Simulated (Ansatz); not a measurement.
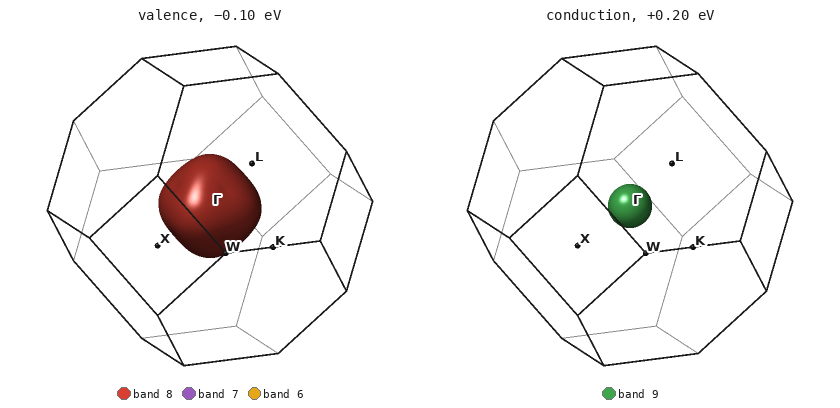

KBr (space group Fm-3m, No. 225): constant-energy surfaces at both band edges (energies from each edge).

Method: DFT PBE, scalar-relativistic, plane waves, PAW; levels and slopes on a dense k mesh at the converged density (Ansatz 0.2.0). No spin polarisation. Mesh 30×30×30, interpolated with the band slopes. Unrelaxed database geometry.

Masses come from a second pass at points close to the extrema; at the energies drawn a band may no longer be parabolic.

> What kind of gap has this crystal, and what size does the calculation give?

The gap is direct, 4.43 eV at this level of theory, which underestimates gaps and can reorder valleys that lie close.

> Give the valleys and their effective masses.

Valence band (extrema up to 0.10 eV from the edge): one maximum at Γ, three bands meeting there, with masses of 0.58 and 3.77 mₑ among them, each the same along x, y and z. Band 8 forms the valence edge; band 7 meets it there and band 6 meets it there.
Conduction band (extrema up to 0.20 eV from the edge): one minimum at Γ, mass 0.38 mₑ in all directions. Band 9 forms the conduction edge.

Where one band's surface lies inside another's, the outer one hides all or part of it.

Spin-orbit coupling, left out here, can change the gap, its kind, the place of the band edges and the masses, since the compound holds Br.

Time for the whole run: 27 s on 1 thread of Arm Neoverse V2, with other jobs on the host, peak memory 0.6 GiB.
